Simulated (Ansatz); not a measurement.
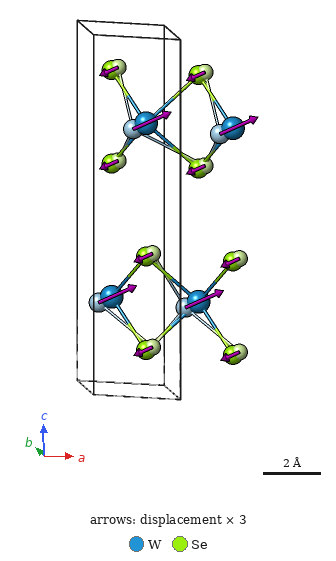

A relaxation of solid WSe$_{2}$ (set up in P1). The starting structure is drawn faded, the final one solid; purple arrows show the displacements, magnified 3 times.

Style: ball-and-stick. Shown: the cell of the calculation, repeated 2 × 1 × 1 with one cell outlined, slightly off an axis.

Case: all Se atoms moved 0.8 Å in one direction; relaxed back.

All numbers below come from DFT LDA, scalar-relativistic, plane waves, PAW in Ansatz 0.2.0. (plane-wave cutoff 420 eV; k-point mesh 12 × 12 × 2; occupations gaussian; smearing width 0.05 eV; no spin polarisation; cell and atoms relaxed; force threshold 0.01 eV/Å; at most 80 steps)

What did the optimiser do to the structure, and how much energy did it gain?

Answer. The largest moves relative to the cell, 0.53 Å, are those of W atoms. By element the largest moves are W 0.53 Å, Se 0.27 Å. The volume changes by +0.1 %, with a = b unchanged at 3.250 Å, c 12.823 → 12.829 Å (0.0 %). Near-neighbour distances that change, for instance: Se–W 3.228 → 2.510 Å, Se–W 1.852 → 2.510 Å, Se–W 2.849 → 2.510 Å, Se–W 2.395 → 2.510 Å. New bonds form, among them: Se–W (3.23 → 2.51 Å). Bond angles that change, for instance: Se–W–Se 164.1° → 136.1°, Se–W–Se 109.7° → 136.1°, Se–W–Se 102.7° → 83.2°. Within 0.06 Å the space group is Cc at the start and P6_3/mmc at the end; at a tighter tolerance small leftover displacements or strains of the cell lower it. After 8 accepted moves (9 points after the start) the energy has fallen by 2349 meV per atom. The largest force component goes from 19 to 0.0038 eV/Å. The pressure goes from 43.80 to −0.03 GPa. The SCF was repeated once at an unchanged geometry on a basis and grid sized afresh for the cell, which shifted the energy by less than 0.05 meV per atom at most.

Limits of the set-up: layers or molecules are held without a dispersion correction, so their spacing is unreliable.
